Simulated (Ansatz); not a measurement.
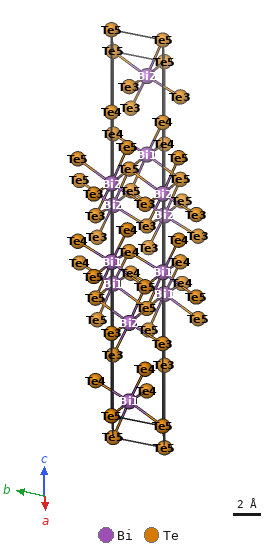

This is crystalline Bi2Te3 (built on the tetradymite type). Style: ball-and-stick. Shown: the conventional cell (3 times the calculation's cell), from a free direction. Lengths and directions refer to the drawn axes.

These are results of DFT, PBE, plane waves, PAW (Ansatz 0.2.0), not measurements. Set-up: plane-wave cutoff 420 eV; k-point mesh 8 × 8 × 8; occupations fermi dirac; smearing width 0.02 eV; no spin polarisation.

Change: The cell is strained by −0.5 % along c and none across it (volume −0.5 %) and the Te atoms are displaced by 0.01 Å relative to the cell: Te3 0.01 Å along −c. No relaxation follows.

Input
```yaml
crystal:
  lattice:
    - [2.1957255919, 1.2677027616, 10.4012764604]
    - [-2.1957255919, 1.2677027616, 10.4012764604]
    - [0.0, -2.5354055231, 10.4012764604]
  atoms:
    - { symbol: Bi, position: [0.3985326064, 0.3985326064, 0.3985326064] }
    - { symbol: Bi, position: [0.6014673936, 0.6014673936, 0.6014673936] }
    - { symbol: Te, position: [0.2131997963, 0.2131997963, 0.2131997963] }
    - { symbol: Te, position: [0.7868002037, 0.7868002037, 0.7868002037] }
    - { symbol: Te, position: [0.0, 0.0, 0.0] }
kpoints:
  mp_grid: { grid: [8, 8, 8] }
  band_path:
    path:
      - [0.0, 0.0, 0.0]
      - [0.5, 0.5, 0.5]
      - [0.8235290355, 0.1764709645, 0.5]
      - [0.5, -0.1764709645, 0.1764709645]
      - [0.5, 0.0, 0.0]
      - [0.3382354822, -0.3382354822, 0.0]
      - [0.6617645178, 0.0, 0.3382354822]
      - [0.5, 0.0, 0.5]
    npoints: 1
hamiltonian:
  xc: pbe
scf:
  occupations: { method: fermi_dirac, width: 0.02 }
  n_extra_bands: 5
output:
  forces: true
  stress: true
  eigenvalues: true
```

Launched with:
```bash
ansatz run input.yaml --threads 4 --pin off --max-ram 4608MiB --backend cpu --events-out ev --progress --plain --runs-dir out
```

> What does the calculation give for the changed structure?

The energy changes by less than 1 meV per atom. The pressure goes from 1.6 to 1.7 GPa. The largest forces, 0.17 eV/Å, act on Te3 and Te4; on Te3 it points along −c. The space group stays R-3m (No. 166).

Limits of the set-up: layers or molecules are held without a dispersion correction, so their spacing is unreliable.
